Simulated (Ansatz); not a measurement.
# AlCu2: what a guessed cell relaxes into

The task: take a trial cell of AlCu2 to zero force and stress.

Program: Ansatz 0.2.0. Level of theory: DFT PBE, scalar-relativistic, plane waves, PAW. These are calculated values, not measurements.

## 1. Starting point

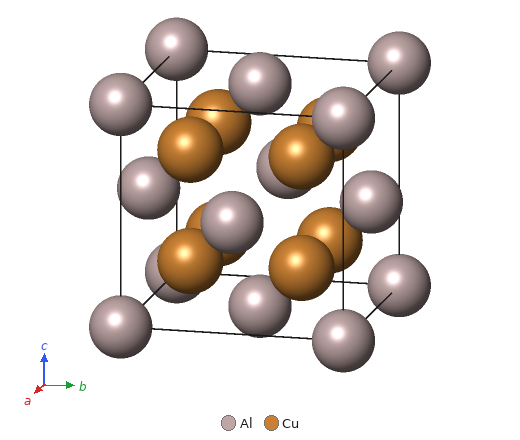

The starting structure, seen slightly off an axis (aluminium light grey, copper orange). Atoms on the faces are drawn again on the opposite ones. The cell drawn here is the conventional one.

Coordinates:

```
Al Cu
1.0
     0.00000    2.58616    2.58616
     2.58616    0.00000    2.58616
     2.58616    2.58616    0.00000
Al Cu
1 2
Direct
  0.00000 0.00000 0.00000
  0.25000 0.25000 0.25000
  0.75000 0.75000 0.75000
```

Recipe of the guess: species swapped into a database cell of ErH2 (Fm-3m, No. 225), with Al on the Er sites and Cu on the H sites. The dimensions are guesses.

## 2. The guess as it stands, on a coarse mesh

Contents of input.yaml:

```yaml
crystal:
  lattice:
    - [0.0, 2.58616479, 2.58616479]
    - [2.58616479, 0.0, 2.58616479]
    - [2.58616479, 2.58616479, 0.0]
  atoms:
    - { symbol: Al, position: [0.0, 0.0, 0.0] }
    - { symbol: Cu, position: [0.25, 0.25, 0.25] }
    - { symbol: Cu, position: [0.75, 0.75, 0.75] }
basis:
  ecutwfc: 420
kpoints:
  mp_grid: { grid: [6, 6, 6] }
hamiltonian:
  xc: pbe
scf:
  occupations: { method: gaussian, width: 0.1 }
  lower_state_search: "off"
output:
  forces: true
  stress: true
  eigenvalues: true
```

The run is started by

```sh
ansatz run input.yaml --threads 1 --pin off --max-ram 2560MiB --backend cpu --events-out ev --progress --plain --runs-dir out
```

What it wrote, cut to the lines that bear on the results:

```text
[...]
SCF converged after 6 iterations
Free energy (F): -13786.027886 eV
[...]
E sigma→0 (E₀):  -13786.025152 eV
Entropy (-TS):   -0.005469 eV (-1.823 meV/atom)
Fermi energy:    15.585747 eV
[...]
--- Forces (eV/Å), atoms counted from 1 ---
  atom   1  Al    -0.00000000     0.00000000    -0.00000000
  atom   2  Cu    -0.00000000    -0.00000000     0.00000000
  atom   3  Cu     0.00000000    -0.00000000    -0.00000000
[...]
--- Stress (GPa, compression-positive) ---
       49.905758      -0.000000      -0.000000
       -0.000000      49.905758       0.000000
       -0.000000       0.000000      49.905758
  P = ⅓ Tr σ = 49.9058 GPa (499.058 kbar)
--- Band table (eV; the first three rows and the last of 16) ---
  k-point 0: bands = ["-98.1895", "-98.1779", "-55.5740", "-55.5740", "-55.5740", "-55.5323", "-55.5323", "-55.5323", "4.4018", "10.1691", "10.1691", "10.1691", "10.3510", "10.3510", "12.2781", "12.2781", "12.2781", "12.8812", "12.8812", "19.6104", "19.6104", "19.6104", "22.4880", [...]
[...]
```

Wall time 0.72 s (1 thread of Intel Xeon 6975P-C (Granite Rapids), shared host); peak memory 0.34 GiB.

Read-out: pressure 49.9 GPa, largest force 0.00 eV/Å, gap on this mesh none (metal). A guess like this is first relaxed loosely on the coarse mesh.

## 3. A loose first relaxation

Edit input.yaml of step 2 so:

```diff
@@ -22 +22,6 @@
   eigenvalues: true
+relax:
+  adjacent_minimum: "off"
+  f_tol: 0.04
+  max_steps: 70
+  cell: { stress_tol: 0.4 }
```

The run is started by

```sh
ansatz run input.yaml --threads 1 --pin off --max-ram 2560MiB --backend cpu --events-out ev --progress --plain --runs-dir out
```

What it wrote:

```text
Warning: RAYON_NUM_THREADS=1 ignored (pool sized by the plan → 1); use --threads N
Engine: ansatz 0.2.0, x86_64-unknown-linux-gnu
Pseudopotentials: kind: paw
Pseudopotential: Al, paw, valence charge 3, recommended cutoff 420 eV (normal), Al.paw.azcp
Pseudopotential: Cu, paw, valence charge 19, recommended cutoff 420 eV (normal), Cu.paw.azcp
Functional definition: PBE
  parameter kappa = 0.804
  parameter beta = 0.06672455060314922
  exchange = pbe_x(kappa = kappa, mu = beta*pi^2/3)
  correlation = pbe_c(beta = beta)
Crystal: 3 atoms, lattice volume = 34.594 Å³
Basis set: ecut = 420 eV, 645 PW (Γ), exchange–correlation on 50×50×50 points (8 copies of the dense FFT grid, shifted against one another)
Bands: 25, of which v1, the nominal top of the filled ones, is band 21 counted from 1 (20 counted from 0)
Symmetry: 48 space group operations
Space group: Fm-3m (ITA 225), of the structure as read, at distance tolerance 3.3e-5 Å
k-points: 16 of 216
Non-local potential: Al, projectors of the file, l = 0: 2, l = 1: 2, l = 2: 1
Non-local potential: Cu, projectors of the file, l = 0: 3, l = 1: 2, l = 2: 3, l = 3: 1
PAW form: soft (Blöchl's): semilocal exchange-correlation on the pseudo side does not see the compensation charge
PAW one-centre angular grid: Al, 110 points (default); XC on 64 Gauss nodes
PAW one-centre angular grid: Cu, 590 points (default); XC on 64 Gauss nodes
Initial density: superposition of atomic densities (neutral atoms: chi_scale 0, normalization atom), corrected by the library's trained network
Initial wavefunctions: pseudopotential atomic-orbital guess
Functional: x = pbe(κ = 0.804, μ = 0.2195149727645171), c = pbe(β = 0.06672455060314922)
SCF iter   1: F=—  HF=-13786.027462 eV  |F-HF|=—  |Δ(HF+E_count)|=         —  Δρ=1.66e-3  dr2=3.36e-4  ethr=1.77e-3  ⟨swp⟩=5.1  Hψ=1527  notcnv=0
preconditioner: auto → none  [insulator: Δε(μ)=0.196 eV  Ē_g=9.823 eV  σ=0.100 eV  W_gap=0.81  n_scr=14 (ndim 8)  ℏωp=31.6 eV  f_vac=0.007  D(μ)=1.11/eV (n_scr^D=8)  ε∞_Penn≈11.3]
SCF iter   2: F=—  HF=-13786.027707 eV  |F-HF|=—  |Δ(HF+E_count)|=   2.45e-4  Δρ=9.05e-4  dr2=1.07e-4  ethr=8.20e-7  ⟨swp⟩=3.2  Hψ=994  notcnv=0
SCF iter   3: F=—  HF=-13786.027932 eV  |F-HF|=—  |Δ(HF+E_count)|=   2.24e-4  Δρ=3.56e-4  dr2=2.38e-5  ethr=2.62e-7  ⟨swp⟩=2.0  Hψ=585  notcnv=0
SCF iter   4: F=—  HF=-13786.027886 eV  |F-HF|=—  |Δ(HF+E_count)|=   4.56e-5  Δρ=6.97e-5  dr2=1.10e-6  ethr=5.81e-8  ⟨swp⟩=2.6  Hψ=662  notcnv=0
SCF iter   5: F=—  HF=-13786.027886 eV  |F-HF|=—  |Δ(HF+E_count)|=   8.15e-8  Δρ=3.38e-5  dr2=2.40e-7  ethr=2.68e-9  ⟨swp⟩=1.3  Hψ=394  notcnv=0
SCF iter   6: F=-13786.027886 eV  HF=-13786.027886 eV  |F-HF|=7.12e-9  |Δ(HF+E_count)|=   1.60e-8  Δρ=8.64e-6  dr2=1.65e-8  ethr=2.44e-10  ⟨swp⟩=5.8  Hψ=1478  notcnv=0
SCF 1 converged in 6 iterations: F = -13786.027886 eV  dr2 = 1.65e-8
relax step   1: F+E_penalty+E_count = -13786.02788606 eV  Δ(F+E_penalty+E_count) = +0.000e0 eV  max|allowed force component| = 7.324e-18 eV/Å  Δτ_max = 0.0000 Å  P = +49.906 GPa  Ω = 34.594 Å³  (6 SCF iters, dr2 threshold 1.00e-7 eV, accepted)
Crystal: 3 atoms, lattice volume = 38.810 Å³
Basis set: ecut = 420 eV, 749 PW (Γ), exchange–correlation on 50×50×50 points (8 copies of the dense FFT grid, shifted against one another)
Initial density: handed on by an earlier stage of this run
Initial wavefunctions: those handed on with the density
iter 1 solved again at ethr=1.45e-3 eV; its pass at ethr=3.10e-3 eV (dr2=5.96e-1 eV) is discarded
SCF iter   1: F=—  HF=-13787.081963 eV  |F-HF|=—  |Δ(HF+E_count)|=         —  Δρ=4.58e-2  dr2=5.98e-1  ethr=1.45e-3  ⟨swp⟩=1.0  Hψ=2071  notcnv=0
preconditioner: auto → none  [insulator: Δε(μ)=0.338 eV  Ē_g=9.313 eV  σ=0.100 eV  W_gap=0.89  n_scr=14 (ndim 8)  ℏωp=29.8 eV  f_vac=0.015  D(μ)=0.71/eV (n_scr^D=0)  ε∞_Penn≈11.2]
SCF iter   2: F=—  HF=-13787.248106 eV  |F-HF|=—  |Δ(HF+E_count)|=   1.66e-1  Δρ=7.84e-2  dr2=1.39e0  ethr=1.45e-3  ⟨swp⟩=3.3  Hψ=868  notcnv=0  recentre
preconditioner: auto → LDOS  [metal: Δε(μ)=0.092 eV  Ē_g=8.592 eV  σ=0.100 eV  W_gap=0.48  n_scr=14 (ndim 8)  ℏωp=29.8 eV  f_vac=0.012  D(μ)=2.39/eV (n_scr^D=26)  β→1.0]
SCF iter   3: F=—  HF=-13786.966093 eV  |F-HF|=—  |Δ(HF+E_count)|=   2.82e-1  Δρ=1.37e-2  dr2=5.51e-2  ethr=1.45e-3  ⟨swp⟩=2.5  Hψ=783  notcnv=0  defer=11
SCF iter   4: F=—  HF=-13786.955354 eV  |F-HF|=—  |Δ(HF+E_count)|=   1.07e-2  Δρ=1.37e-3  dr2=3.87e-4  ethr=1.34e-4  ⟨swp⟩=2.2  Hψ=664  notcnv=0  defer=11
SCF iter   5: F=—  HF=-13786.955584 eV  |F-HF|=—  |Δ(HF+E_count)|=   2.30e-4  Δρ=4.45e-4  dr2=2.19e-5  ethr=9.43e-7  ⟨swp⟩=2.1  Hψ=590  notcnv=0  defer=11
SCF iter   6: F=—  HF=-13786.955444 eV  |F-HF|=—  |Δ(HF+E_count)|=   1.40e-4  Δρ=1.58e-4  dr2=3.32e-6  ethr=5.33e-8  ⟨swp⟩=2.0  Hψ=714  notcnv=0  defer=11
SCF iter   7: F=—  HF=-13786.955443 eV  |F-HF|=—  |Δ(HF+E_count)|=   8.30e-7  Δρ=5.91e-5  dr2=9.30e-7  ethr=8.10e-9  ⟨swp⟩=3.0  Hψ=734  notcnv=0  defer=11
SCF iter   8: F=-13786.955443 eV  HF=-13786.955443 eV  |F-HF|=5.55e-8  |Δ(HF+E_count)|=   1.38e-7  Δρ=1.64e-5  dr2=7.14e-8  ethr=7.32e-10  ⟨swp⟩=6.6  Hψ=1517  notcnv=0
SCF 2 converged in 8 iterations: F = -13786.955443 eV  dr2 = 7.14e-8
relax step   2: F+E_penalty+E_count = -13786.95544279 eV  Δ(F+E_penalty+E_count) = -9.276e-1 eV  max|allowed force component| = 2.197e-17 eV/Å  Δτ_max = 0.0000 Å  P = +23.146 GPa  Ω = 38.810 Å³  energy of the carried Pulay correction = -2.842e-3 eV  (8 SCF iters, dr2 threshold 3.00e-7 eV, accepted)
Crystal: 3 atoms, lattice volume = 43.369 Å³
Basis set: ecut = 420 eV, 869 PW (Γ), exchange–correlation on 50×50×50 points (8 copies of the dense FFT grid, shifted against one another)
iter 1 solved again at ethr=1.46e-3 eV; its pass at ethr=3.10e-3 eV (dr2=6.00e-1 eV) is discarded
SCF iter   1: F=—  HF=-13787.464133 eV  |F-HF|=—  |Δ(HF+E_count)|=         —  Δρ=4.31e-2  dr2=6.00e-1  ethr=1.46e-3  ⟨swp⟩=1.0  Hψ=2301  notcnv=0
preconditioner: auto → none  [insulator: Δε(μ)=0.312 eV  Ē_g=8.568 eV  σ=0.100 eV  W_gap=0.85  n_scr=14 (ndim 8)  ℏωp=28.2 eV  f_vac=0.021  D(μ)=0.71/eV (n_scr^D=0)  ε∞_Penn≈11.8]
SCF iter   2: F=—  HF=-13787.648096 eV  |F-HF|=—  |Δ(HF+E_count)|=   1.84e-1  Δρ=7.64e-2  dr2=1.53e0  ethr=1.46e-3  ⟨swp⟩=3.9  Hψ=1026  notcnv=0  recentre
preconditioner: auto → LDOS  [insulator: Δε(μ)=0.131 eV  Ē_g=7.831 eV  σ=0.100 eV  W_gap=0.64  n_scr=14 (ndim 8)  ℏωp=28.2 eV  f_vac=0.020  D(μ)=1.86/eV (n_scr^D=14)  ε∞_Penn≈14.0  β→1.0]
SCF iter   3: F=—  HF=-13787.355969 eV  |F-HF|=—  |Δ(HF+E_count)|=   2.92e-1  Δρ=1.44e-2  dr2=6.71e-2  ethr=1.46e-3  ⟨swp⟩=2.9  Hψ=803  notcnv=0  defer=11
SCF iter   4: F=—  HF=-13787.343382 eV  |F-HF|=—  |Δ(HF+E_count)|=   1.26e-2  Δρ=8.54e-4  dr2=1.74e-4  ethr=1.64e-4  ⟨swp⟩=2.2  Hψ=659  notcnv=0  defer=10
SCF iter   5: F=—  HF=-13787.343514 eV  |F-HF|=—  |Δ(HF+E_count)|=   1.31e-4  Δρ=5.37e-4  dr2=4.24e-5  ethr=4.25e-7  ⟨swp⟩=2.4  Hψ=667  notcnv=0  defer=10
SCF iter   6: F=—  HF=-13787.343502 eV  |F-HF|=—  |Δ(HF+E_count)|=   1.16e-5  Δρ=9.40e-5  dr2=1.32e-6  ethr=1.03e-7  ⟨swp⟩=2.2  Hψ=606  notcnv=0  defer=10
SCF iter   7: F=—  HF=-13787.343502 eV  |F-HF|=—  |Δ(HF+E_count)|=   1.20e-7  Δρ=3.73e-5  dr2=3.70e-7  ethr=7.32e-10  ⟨swp⟩=6.8  Hψ=1799  notcnv=0
SCF iter   8: F=-13787.343502 eV  HF=-13787.343502 eV  |F-HF|=1.68e-8  |Δ(HF+E_count)|=   5.58e-8  Δρ=8.62e-6  dr2=2.00e-8  ethr=7.32e-10  ⟨swp⟩=4.0  Hψ=1251  notcnv=0
SCF 3 converged in 8 iterations: F = -13787.343502 eV  dr2 = 2.00e-8
relax step   3: F+E_penalty+E_count = -13787.34350189 eV  Δ(F+E_penalty+E_count) = -3.881e-1 eV  max|allowed force component| = 1.185e-17 eV/Å  Δτ_max = 0.0000 Å  P = +5.693 GPa  Ω = 43.369 Å³  energy of the carried Pulay correction = -5.571e-3 eV  (8 SCF iters, dr2 threshold 3.00e-7 eV, accepted)
[... 12 lines left out ...]
relax step   4: F+E_penalty+E_count = -13787.37695663 eV  Δ(F+E_penalty+E_count) = -3.345e-2 eV  max|allowed force component| = 5.782e-18 eV/Å  Δτ_max = 0.0000 Å  P = +0.804 GPa  Ω = 45.095 Å³  energy of the carried Pulay correction = -6.525e-3 eV  (6 SCF iters, dr2 threshold 3.00e-7 eV, accepted)
[... 10 lines left out ...]
relax step   5: F+E_penalty+E_count = -13787.37755503 eV  Δ(F+E_penalty+E_count) = -5.984e-4 eV  max|allowed force component| = 1.002e-17 eV/Å  Δτ_max = 0.0000 Å  P = -0.015 GPa  Ω = 45.407 Å³  energy of the carried Pulay correction = -6.693e-3 eV  (6 SCF iters, dr2 threshold 3.00e-7 eV, accepted)
[... 12 lines left out ...]
relax step   6: F+E_penalty+E_count = -13787.41189023 eV  Δ(F+E_penalty+E_count) = -3.434e-2 eV  max|allowed force component| = 6.144e-18 eV/Å  Δτ_max = 0.0000 Å  P = +1.641 GPa  Ω = 45.407 Å³  stress off target by 1.64e0 GPa  SCF on the basis re-selected at this cell (its energy is not comparable with the rows above)  (7 SCF iters)
[... 11 lines left out ...]
relax step   7: F+E_penalty+E_count = -13787.41549335 eV  Δ(F+E_penalty+E_count) = -3.603e-3 eV  max|allowed force component| = 5.782e-18 eV/Å  Δτ_max = 0.0000 Å  P = +0.355 GPa  Ω = 46.040 Å³  energy of the carried Pulay correction = -3.047e-4 eV  (6 SCF iters, dr2 threshold 3.00e-7 eV, accepted)
iter 1 solved again at ethr=3.08e-8 eV; its pass at ethr=3.10e-3 eV (dr2=1.26e-5 eV) is discarded
SCF iter   1: F=—  HF=-13787.414580 eV  |F-HF|=—  |Δ(HF+E_count)|=         —  Δρ=5.52e-4  dr2=3.18e-6  ethr=3.08e-8  ⟨swp⟩=3.2  Hψ=2584  notcnv=0
preconditioner: auto → none  [insulator: Δε(μ)=0.258 eV  Ē_g=7.862 eV  σ=0.100 eV  W_gap=0.87  n_scr=14 (ndim 8)  ℏωp=27.4 eV  f_vac=0.019  D(μ)=0.82/eV (n_scr^D=0)  ε∞_Penn≈13.1]
SCF iter   2: F=—  HF=-13787.415524 eV  |F-HF|=—  |Δ(HF+E_count)|=   9.43e-4  Δρ=2.77e-4  dr2=1.03e-6  ethr=7.75e-9  ⟨swp⟩=2.0  Hψ=566  notcnv=0
SCF iter   3: F=—  HF=-13787.415792 eV  |F-HF|=—  |Δ(HF+E_count)|=   2.69e-4  Δρ=1.23e-4  dr2=2.93e-6  ethr=2.50e-9  ⟨swp⟩=2.4  Hψ=670  notcnv=0  recentre
SCF iter   4: F=—  HF=-13787.415809 eV  |F-HF|=—  |Δ(HF+E_count)|=   1.65e-5  Δρ=2.82e-5  dr2=7.56e-8  ethr=2.50e-9  ⟨swp⟩=2.5  Hψ=689  notcnv=0
SCF iter   5: F=-13787.415811 eV  HF=-13787.415811 eV  |F-HF|=2.66e-9  |Δ(HF+E_count)|=   2.00e-6  Δρ=1.29e-6  dr2=7.19e-10  ethr=4.68e-12  ⟨swp⟩=3.3  Hψ=1601  notcnv=0
SCF 8 converged in 5 iterations: F = -13787.415811 eV  dr2 = 7.19e-10
relax step   8: F+E_penalty+E_count = -13787.41581096 eV  Δ(F+E_penalty+E_count) = -3.176e-4 eV  max|allowed force component| = 6.234e-18 eV/Å  Δτ_max = 0.0000 Å  P = +0.341 GPa  Ω = 46.040 Å³  stress off target by 3.41e-1 GPa  SCF on the basis re-selected at this cell (its energy is not comparable with the rows above)  (5 SCF iters)
basis re-selected at this cell: Δ(F+E_penalty+E_count) = -3.176e-4 eV, ΔP = -0.013 GPa vs the last step (what re-selecting the basis moved, of the pressure what is left beyond the Pulay correction that the steps carried, after the strain that the cell walked since its last selection, with what the two solves' SCF thresholds leave and, on support functions, any second-order correction that the steps lacked; it is no measure of the basis error at this ecutwfc). This SCF's stress stands 3.41e-1 GPa from its target on what of the cell is left free (relax.cell.stress_tol is 4.00e-1 GPa) and its largest allowed force component is 6.23e-18 eV/Å (relax.f_tol is 4.00e-2 eV/Å): within both
SCF converged after 5 iterations
Free energy (F): -13787.415811 eV
Harris-Foulkes:  -13787.415811 eV  (|F-HF|=2.66e-9)
Internal energy: -13787.411737 eV  (E = F + TS)
E sigma→0 (E₀):  -13787.413774 eV
Entropy (-TS):   -0.004074 eV (-1.358 meV/atom)
Fermi energy:    10.804331 eV
--- Per-component energies (eV) ---
  E_band       = -939.818099
  E_kinetic    = 622.122743
  E_local      = -10253.392849  (includes V_loc(G=0)·N_el)
  E_nonlocal   = 788.825987
  E_hartree    = 4534.068729
  E_xc         = -217.854514
  E_vxc        = -258.660830  (∫ρ·V_xc dr)
  E_paw        = -3792.816076  (= ΣΔE_a)
  E_vpaw       = -906.851850  (= ΣTr[D̂ρ^β])
  E_aug_tail   = 0.000436  (compensation charges beyond the density's cutoff)
  E_ewald      = -5468.366195
  E_smearing   = -0.004074  (= −TS)
  E_closure    = 0.000000  (closes the sum)
  Σ components = -13787.415811   (vs F -13787.415811, Δ=0.00e0)
--- Forces (eV/Å), atoms counted from 1 ---
  atom   1  Al     0.00000000    -0.00000000    -0.00000000
  atom   2  Cu     0.00000000    -0.00000000    -0.00000000
  atom   3  Cu     0.00000000     0.00000000     0.00000000
  max |Σ_I F_I| component: 3.47e-18 eV/Å
--- Stress (GPa, compression-positive) ---
        0.341222       0.000000       0.000000
        0.000000       0.341222       0.000000
        0.000000       0.000000       0.341222
  P = ⅓ Tr σ = 0.3412 GPa (3.412 kbar)
--- Band table (eV; the first three rows and the last of 16) ---
  k-point 0: bands = ["-102.2088", "-102.2061", "-59.5823", "-59.5823", "-59.5823", "-59.5696", "-59.5696", "-59.5696", "1.5019", "6.6733", "6.6733", "6.6733", "6.8714", "6.8714", "8.0795", "8.0795", "8.0795", "8.4719", "8.4719", "14.4664", "14.4664", "14.4664", "15.9598", "15.9598", "15.9598"]
  k-point 1: bands = ["-102.2086", "-102.2063", "-59.5815", "-59.5815", "-59.5815", "-59.5705", "-59.5705", "-59.5705", "1.8757", "6.6200", "6.7499", "6.7499", "6.9610", "6.9610", "8.0131", "8.0193", "8.0193", "8.3227", "8.3227", "11.8137", "14.1031", "14.1031", "16.1098", "16.4098", "16.4098"]
  k-point 2: bands = ["-102.2081", "-102.2068", "-59.5793", "-59.5792", "-59.5792", "-59.5729", "-59.5728", "-59.5728", "2.9344", "6.3386", "6.9388", "6.9388", "7.2151", "7.2151", "7.8336", "7.8336", "7.8596", "7.9877", "7.9877", "8.9905", "13.8224", "13.8224", "15.6948", "16.0162", "16.0162"]
  k-point 15: bands = ["-102.2077", "-102.2072", "-59.5846", "-59.5839", "-59.5798", "-59.5723", "-59.5682", "-59.5677", "5.0721", "5.7379", "6.6787", "7.1418", "7.2157", "7.5242", "7.7213", "7.8219", "7.9058", "8.0443", "8.2069", "9.2557", "9.3752", "9.4875", "15.0728", "16.7023", "19.2148"]
--- Relaxed structure (6 steps of the walk, 6 accepted, 2 SCFs on fresh bases) ---
  F+E_penalty+E_count = -13787.41581096 eV   max|allowed force component| = 6.234e-18 eV/Å   (the final SCF, on the basis selected at the relaxed cell)
  cell:  # Å, volume = 46.0399 Å³
    - [3.0317463593509983e-33, 2.8446893008041627, 2.8446893008041627]
    - [2.8446893008041627, 2.83430069352005e-33, 2.8446893008041627]
    - [2.8446893008041627, 2.8446893008041627, 3.0381155746139956e-33]
  atoms:
    - { symbol: Al, position: [4.294417227205761e-34, -5.701728741534778e-34, -2.6219015104176373e-34] }
    - { symbol: Cu, position: [0.25, 0.25, 0.25] }
    - { symbol: Cu, position: [0.7500000000000001, 0.7500000000000001, 0.7500000000000001] }
```

It took 6.3 s on 1 thread of Intel Xeon 6975P-C (Granite Rapids), shared host; peak memory 0.37 GiB.

Relaxation path:

| step | energy from step 1 (eV/cell) | largest force component (eV/Å) | pressure (GPa) | volume (Å³) |
| --- | --- | --- | --- | --- |
| 1 | 0.0000 | 0.0000 | 49.91 | 34.59 |
| 2 | -0.9276 | 0.0000 | 23.15 | 38.81 |
| 3 | -1.3156 | 0.0000 | 5.69 | 43.37 |
| 4 | -1.3491 | 0.0000 | 0.80 | 45.09 |
| 5 | -1.3497 | 0.0000 | -0.01 | 45.41 |
| 6 | -1.3840 | 0.0000 | 1.64 | 45.41 |
| 7 | -1.3876 | 0.0000 | 0.35 | 46.04 |
| 8 | -1.3879 | 0.0000 | 0.34 | 46.04 |

Step 1 is the start. Steps 6, 8 each repeat the geometry before them on a plane-wave basis chosen anew, so the energy can jump there without any move.

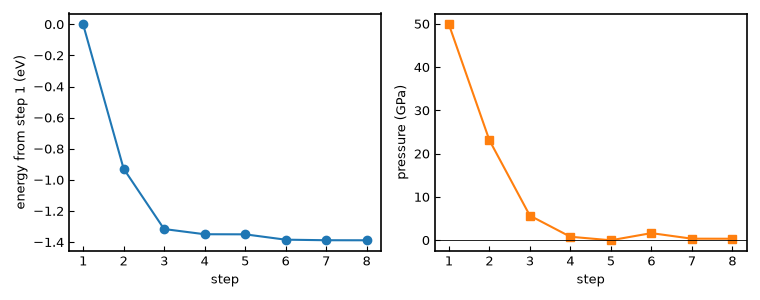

Energy and pressure along the relaxation.

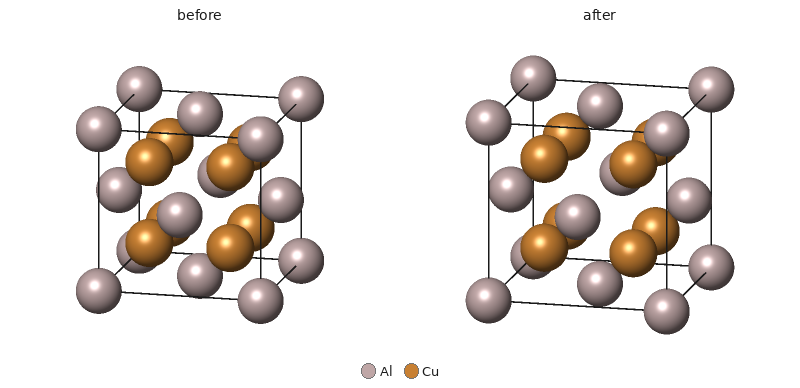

Before and after, at one scale.

Lengths and angles in the start's conventional setting:

|  | before | after | change |
| --- | --- | --- | --- |
| a (Å) | 5.172 | 5.689 | +10.0 % |
| b (Å) | 5.172 | 5.689 | +10.0 % |
| c (Å) | 5.172 | 5.689 | +10.0 % |
| volume (Å³/atom) | 11.53 | 15.35 | +33.1 % |
| shortest distance (Å) | 2.240 | 2.464 | +10.0 % |
| space group (0.01 Å) | Fm-3m | Fm-3m | same |

The run keeps the 48 symmetry operations of the start, so it could not have lowered the symmetry.

(Part 1 of 2 ends here.)
